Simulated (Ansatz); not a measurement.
Single-point calculation, with input and output: AlNi₃

AlNi₃ (Pm-3m, 4 atoms in the cell), computed with DFT PBE, scalar-relativistic, plane waves, PAW, spin-polarised (Ansatz 0.2.0).

The structure derives from a Materials Project entry.

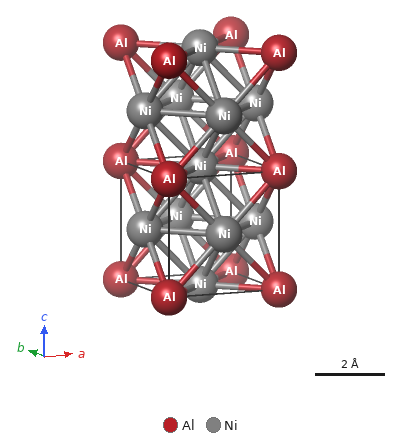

The input geometry (ball-and-stick view of the cell of the calculation, repeated 1 × 1 × 2, seen slightly off an axis). An atom can appear more than once, as a periodic image. Near neighbours in the periodic cell (some may lie outside the picture): Al has 12 Ni at 2.49 Å; Ni has 4 Al at 2.49 Å and 8 Ni at 2.49 Å.

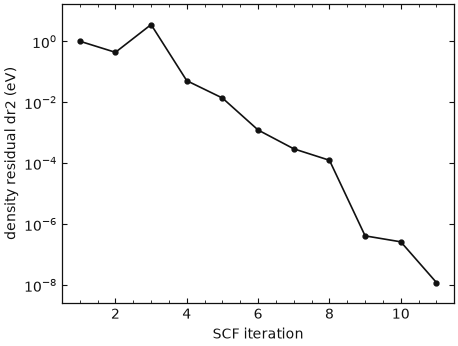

Convergence of the self-consistent field: density residual dr2 against the SCF iteration. The residual comes down, with one marked jump up, by a factor of about 8, at step 3.

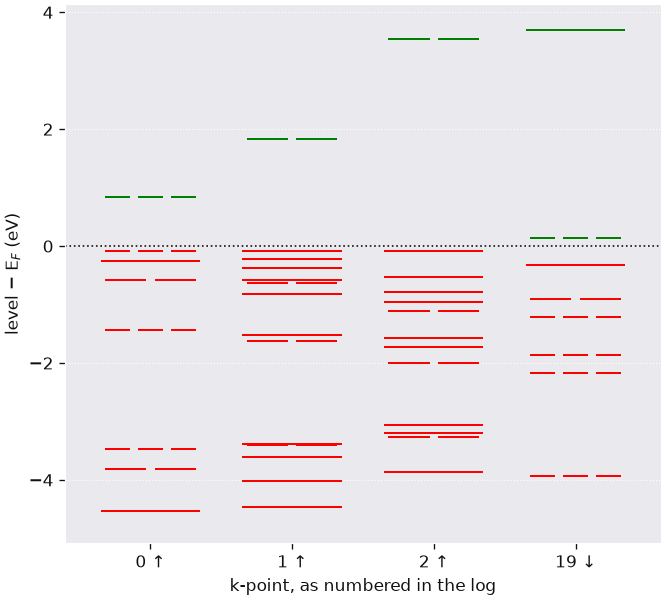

Kohn–Sham levels near the Fermi level (dotted) at the few k-points that the log prints; levels within 0.02 eV of each other stand side by side. The system is metallic on the full mesh.

These pictures come from the run below.

Input
```yaml
crystal:
  lattice:
    - [3.5230547267, 0.0, 0.0]
    - [0.0, 3.5230547267, 0.0]
    - [0.0, 0.0, 3.5230547267]
  atoms:
    - { symbol: Al, position: [0.0, 0.0, 0.0] }
    - { symbol: Ni, position: [0.0, 0.5, 0.5], spin: 2.0 }
    - { symbol: Ni, position: [0.5, 0.0, 0.5], spin: 2.0 }
    - { symbol: Ni, position: [0.5, 0.5, 0.0], spin: 2.0 }
basis:
  ecutwfc: 420
kpoints:
  mp_grid: { grid: [6, 6, 6] }
hamiltonian:
  xc: pbe
scf:
  occupations: { method: gaussian, width: 0.1 }
  lower_state_search: "off"
output:
  forces: true
  stress: true
  eigenvalues: true
  populations: true
magnetization:
  spin_polarized: true
```

Command:
```bash
ansatz run input.yaml --threads 4 --pin off --max-ram 11264MiB --backend cpu --events-out ev --progress --plain --runs-dir out
```

The program's output
```
Engine: ansatz 0.2.0, x86_64-unknown-linux-gnu
Pseudopotentials: kind: paw
Pseudopotential: Al, paw, valence charge 3, recommended cutoff 420 eV (normal), Al.paw.azcp
Pseudopotential: Ni, paw, valence charge 18, recommended cutoff 420 eV (normal), Ni.paw.azcp
Functional definition: PBE
  parameter kappa = 0.804
  parameter beta = 0.06672455060314922
  exchange = pbe_x(kappa = kappa, mu = beta*pi^2/3)
  correlation = pbe_c(beta = beta)
Crystal: 4 atoms, lattice volume = 43.728 Å³
Basis set: ecut = 420 eV, 847 PW (Γ), exchange–correlation on 48×48×48 points (8 copies of the dense FFT grid, shifted against one another)
Bands: 38, of which v1, the nominal top of the filled ones, is band 29 counted from 1 (28 counted from 0)
Symmetry: 48 space group operations
Space group: Pm-3m (ITA 221), of the structure as read, at distance tolerance 3.5e-5 Å
Magnetic group: BNS 221.92 (UNI 1594), of the structure as read, at distance tolerance 3.5e-5 Å
k-points: 20 of 216
Non-local potential: Al, projectors of the file, l = 0: 2, l = 1: 2, l = 2: 1
Non-local potential: Ni, projectors of the file, l = 0: 3, l = 1: 2, l = 2: 3, l = 3: 1
PAW form: soft (Blöchl's): semilocal exchange-correlation on the pseudo side does not see the compensation charge
PAW one-centre angular grid: Al, 110 points (default); XC on 64 Gauss nodes
PAW one-centre angular grid: Ni, 590 points (default); XC on 64 Gauss nodes
Initial density: superposition of atomic densities (chi_scale 0.1, normalization cell)
Starting moments: Σ|m| = 6 μB on 3 of 4 sites
Initial wavefunctions: pseudopotential atomic-orbital guess
Functional: x = pbe(κ = 0.804, μ = 0.2195149727645171), c = pbe(β = 0.06672455060314922)
iter 1 solved again at ethr=1.80e-3 eV; its pass at ethr=3.10e-3 eV (dr2=1.02e0 eV) is discarded
SCF iter   1: F=—  HF=-18057.128497 eV  |F-HF|=—  |Δ(HF+E_count)|=         —  Δρ=1.67e-1 (↑1.27e-1 ↓1.67e-1)  dr2=1.02e0  dr2_m=8.56e0  M=1.819 μB ∫|m|=2.355 μB  β_m=0.30  ethr=1.80e-3  ⟨swp⟩=1.0  Hψ=7713  notcnv=0
Mixer restart at iter 1: flushing history
preconditioner: auto → Kerker (q_TF=auto, 2.852 Å⁻¹)  [metal: Δε(μ)=0.054 eV  Ē_g=10.339 eV  σ=0.100 eV  W_gap=0.29  n_scr=18 (ndim 8)  ℏωp=32.3 eV  f_vac=0.000  D(μ)=2.68/eV (n_scr^D=26)]
spin=Collinear: Kerker preconditioning applied to the charge; magnetization (m = ρ↑ − ρ↓) channel mixes plain (no charge-response kernel on spin).
spin-set hold released at iteration 1 (the charge has settled, or the pull on large starting moments outlasts its swing): the magnetisation degrees of freedom join the quasi-Newton model from the next iteration; the mixer history was flushed
SCF iter   2: F=—  HF=-18057.634163 eV  |F-HF|=—  |Δ(HF+E_count)|=   5.06e-1  Δρ=1.24e-1 (↑1.11e-1 ↓1.24e-1)  dr2=4.40e-1  dr2_m=5.46e0  M=1.505 μB ∫|m|=2.084 μB  β_m=0.61  ethr=1.79e-3  ⟨swp⟩=2.1  Hψ=1903  notcnv=0
SCF iter   3: F=—  HF=-18058.971071 eV  |F-HF|=—  |Δ(HF+E_count)|=    1.34e0  Δρ=8.02e-2 (↑3.65e-2 ↓8.02e-2)  dr2=3.58e0  dr2_m=1.97e-1  M=0.565 μB ∫|m|=0.960 μB  β_m=0.48  ethr=7.72e-4  ⟨swp⟩=3.2  Hψ=3234  notcnv=0  defer=55
SCF iter   4: F=—  HF=-18058.340644 eV  |F-HF|=—  |Δ(HF+E_count)|=   6.30e-1  Δρ=1.64e-2 (↑7.61e-3 ↓1.64e-2)  dr2=5.15e-2  dr2_m=3.99e-2  M=0.635 μB ∫|m|=0.961 μB  β_m=0.71  ethr=7.72e-4  ⟨swp⟩=3.0  Hψ=3173  notcnv=0  defer=121
SCF iter   5: F=—  HF=-18058.366929 eV  |F-HF|=—  |Δ(HF+E_count)|=   2.63e-2  Δρ=4.25e-3 (↑4.25e-3 ↓3.42e-3)  dr2=1.39e-2  dr2_m=1.16e-3  M=0.731 μB ∫|m|=0.997 μB  β_m=0.85  ethr=9.03e-5  ⟨swp⟩=2.3  Hψ=2399  notcnv=0  defer=124
SCF iter   6: F=—  HF=-18058.365806 eV  |F-HF|=—  |Δ(HF+E_count)|=   1.12e-3  Δρ=1.88e-3 (↑1.88e-3 ↓5.42e-4)  dr2=1.24e-3  dr2_m=3.45e-4  M=0.733 μB ∫|m|=0.945 μB  β_m=0.86  ethr=2.44e-5  ⟨swp⟩=2.0  Hψ=1921  notcnv=0  defer=124
SCF iter   7: F=—  HF=-18058.365564 eV  |F-HF|=—  |Δ(HF+E_count)|=   2.41e-4  Δρ=5.51e-4 (↑5.51e-4 ↓5.31e-4)  dr2=2.99e-4  dr2_m=6.31e-6  M=0.726 μB ∫|m|=0.925 μB  β_m=0.93  ethr=2.18e-6  ⟨swp⟩=2.0  Hψ=2020  notcnv=0  defer=124
SCF iter   8: F=—  HF=-18058.365556 eV  |F-HF|=—  |Δ(HF+E_count)|=   7.64e-6  Δρ=5.12e-4 (↑1.70e-4 ↓5.12e-4)  dr2=1.26e-4  dr2_m=1.45e-5  M=0.727 μB ∫|m|=0.926 μB  β_m=0.83  ethr=5.24e-7  ⟨swp⟩=1.0  Hψ=1396  notcnv=0  defer=124
SCF iter   9: F=—  HF=-18058.365533 eV  |F-HF|=—  |Δ(HF+E_count)|=   2.31e-5  Δρ=8.69e-5 (↑6.48e-5 ↓8.69e-5)  dr2=4.16e-7  dr2_m=2.26e-6  M=0.726 μB ∫|m|=0.924 μB  β_m=0.85  ethr=2.22e-7  ⟨swp⟩=2.2  Hψ=1926  notcnv=0  defer=124
SCF iter  10: F=—  HF=-18058.365543 eV  |F-HF|=—  |Δ(HF+E_count)|=   9.90e-6  Δρ=2.55e-5 (↑2.55e-5 ↓1.04e-5)  dr2=2.65e-7  dr2_m=6.48e-8  M=0.725 μB ∫|m|=0.923 μB  β_m=0.92  ethr=1.75e-10  ⟨swp⟩=9.7  Hψ=7324  notcnv=0
SCF iter  11: F=-18058.365543 eV  HF=-18058.365543 eV  |F-HF|=1.65e-8  |Δ(HF+E_count)|=   7.76e-9  Δρ=3.32e-6 (↑3.20e-6 ↓3.32e-6)  dr2=1.22e-8  dr2_m=4.21e-10  M=0.725 μB ∫|m|=0.923 μB  ethr=1.75e-10  ⟨swp⟩=2.9  Hψ=4541  notcnv=0
SCF 1 converged in 11 iterations: F = -18058.365543 eV  dr2 = 1.22e-8
  greatest PAW one-centre occupation: 1.001 electrons in one spin orbital (limit 2), on the Ni atom at site 3 (counted from 0), in its partial waves of l = 1
SCF converged after 11 iterations
Magnetization: 0.7249 μB (28.8624 up, 28.1376 down)
Absolute magnetization: 0.9237 μB (∫|ρ↑−ρ↓|, with the PAW one-centre terms)
Spin contamination: 0.0093 ħ² per cell (⟨S²⟩ above its minimum at these occupations)
Per-site moments (μB) at R_I (Å): [(-0.018328880730462148, 1.0276100536931165), (0.2707774246417913, 1.0276100536931165), (0.2707774246417905, 1.0276100536931165), (0.2707774246417913, 1.0276100536931165)]
Free energy (F): -18058.365543 eV
Harris-Foulkes:  -18058.365543 eV  (|F-HF|=1.65e-8)
Internal energy: -18058.350872 eV  (E = F + TS)
E sigma→0 (E₀):  -18058.358208 eV
Entropy (-TS):   -0.014671 eV (-3.668 meV/atom)
Fermi energy:    16.467469 eV
--- Per-component energies (eV) ---
  E_band       = -901.517866
  E_kinetic    = 879.124619
  E_local      = -11867.084674  (includes V_loc(G=0)·N_el)
  E_nonlocal   = 1916.693097
  E_hartree    = 5057.050565
  E_xc         = -297.765687
  E_vxc        = -361.835214  (∫ρ·V_xc dr)
  E_paw        = -5358.190959  (= ΣΔE_a)
  E_vpaw       = -1582.532776  (= ΣTr[D̂ρ^β])
  E_aug_tail   = 0.001709  (compensation charges beyond the density's cutoff)
  E_ewald      = -8388.179542
  E_smearing   = -0.014671  (= −TS)
  E_closure    = 0.000000  (closes the sum)
  Σ components = -18058.365543   (vs F -18058.365543, Δ=0.00e0)
--- Forces (eV/Å), atoms counted from 1 ---
  atom   1  Al    -0.00000000     0.00000000     0.00000000
  atom   2  Ni     0.00000000    -0.00000000     0.00000000
  atom   3  Ni     0.00000000    -0.00000000     0.00000000
  atom   4  Ni     0.00000000    -0.00000000     0.00000000
  max |Σ_I F_I| component: 1.42e-28 eV/Å
--- Stress (GPa, compression-positive) ---
        7.361247      -0.000000      -0.000000
        0.000000       7.361247       0.000000
        0.000000       0.000000       7.361247
  P = ⅓ Tr σ = 7.3612 GPa (73.612 kbar)
--- Band table (eV; the first three rows and the last of 40) ---
  k-point 0 ↑: bands = ["-86.7266", "-86.6933", "-86.6933", "-47.1799", "-47.1799", "-47.1799", "-47.0917", "-47.0917", "-47.0917", "-47.0323", "-47.0323", "-47.0323", "6.2499", "11.9398", "12.6458", "12.6458", "13.0032", "13.0032", "13.0032", "15.0313", "15.0313", "15.0313", "15.8868", "15.8868", "16.2129", "16.3872", "16.3872", "16.3872", "17.3036", "17.3036", "17.3036", "23.1579", "23.1579", "24.0252", "28.9144", "28.9144", "28.9144", "30.6681"]
  k-point 1 ↑: bands = ["-86.7246", "-86.6953", "-86.6933", "-47.1743", "-47.1743", "-47.1706", "-47.0933", "-47.0933", "-47.0921", "-47.0425", "-47.0363", "-47.0363", "6.5957", "11.9991", "12.4556", "12.8626", "13.0624", "13.0624", "13.0829", "14.8435", "14.8435", "14.9438", "15.6539", "15.8366", "15.8366", "15.8875", "16.0866", "16.2513", "16.3875", "18.2968", "18.2968", "23.1244", "23.7013", "25.4333", "27.2766", "27.2766", "28.0600", "29.4328"]
  k-point 2 ↑: bands = ["-86.7195", "-86.7003", "-86.6933", "-47.1611", "-47.1611", "-47.1450", "-47.0983", "-47.0983", "-47.0929", "-47.0700", "-47.0445", "-47.0445", "7.5967", "11.0379", "12.5950", "13.2078", "13.2078", "13.2705", "13.4008", "14.4695", "14.4695", "14.7403", "14.9019", "15.3653", "15.3653", "15.5122", "15.6761", "15.9454", "16.3882", "20.0086", "20.0086", "23.0389", "24.0672", "24.5544", "24.5544", "26.1972", "27.7931", "29.4122"]
  k-point 19 ↓: bands = ["-86.3609", "-86.3609", "-86.3609", "-46.8622", "-46.8622", "-46.8622", "-46.8351", "-46.7343", "-46.7343", "-46.7343", "-46.6456", "-46.6456", "10.6996", "12.5391", "12.5391", "12.5391", "14.2931", "14.2931", "14.2931", "14.5999", "14.5999", "14.5999", "15.2627", "15.2627", "15.2627", "15.5572", "15.5572", "16.1460", "16.6005", "16.6005", "16.6005", "20.1581", "20.8085", "20.8085", "20.8085", "34.7387", "34.7387", "36.6695"]
--- Löwdin populations: 4 sites ---
  site symbol       q [e]    m [muB]
     0     Al      3.5566    -0.0517
     1     Ni     17.6244     0.2686
     2     Ni     17.6244     0.2686
     3     Ni     17.6244     0.2686
  spilling = 0.010002 (of n_electrons = 57.000000)
```

File populations.tsv
```
# site	symbol	l	j	q_up	q_dn
# orbitals = lowdin
# n_electrons = 57.000000
# spilling = 0.010002
0	Al	0_3S	-	0.582310	0.582422
0	Al	1_3P	-	1.170180	1.221722
1	Ni	0_3S	-	0.993536	0.993647
1	Ni	0_4S	-	0.364019	0.369910
1	Ni	1_3P	-	2.997170	2.997298
1	Ni	2_3D	-	4.591770	4.317064
2	Ni	0_3S	-	0.993536	0.993647
2	Ni	0_4S	-	0.364019	0.369910
2	Ni	1_3P	-	2.997170	2.997298
2	Ni	2_3D	-	4.591770	4.317064
3	Ni	0_3S	-	0.993536	0.993647
3	Ni	0_4S	-	0.364019	0.369910
3	Ni	1_3P	-	2.997170	2.997298
3	Ni	2_3D	-	4.591770	4.317064
```

Results in brief

```tsv
quantity	value
outcome	converged
space group (tolerance 0.01 Å)	Pm-3m (221)
electrons treated	57
free energy	−18058.3655 eV
Fermi energy	16.467 eV
gap on the k-point mesh	none (metallic)
net moment of the cell	0.72 μB
integrated absolute moment	0.92 μB
pressure	7.36 GPa
largest force (length of the vector)	under 0.001 eV/Å
hardware	4 threads of Intel Xeon @ 2.50GHz (Skylake/Cascade Lake), 189 GiB of memory available, shared host
wall time	4.2 s (CPU time 11 s)
peak memory	0.37 GiB
```

Notes

The cell is under a pressure of 7.4 GPa at this level, so it is not at its equilibrium volume.
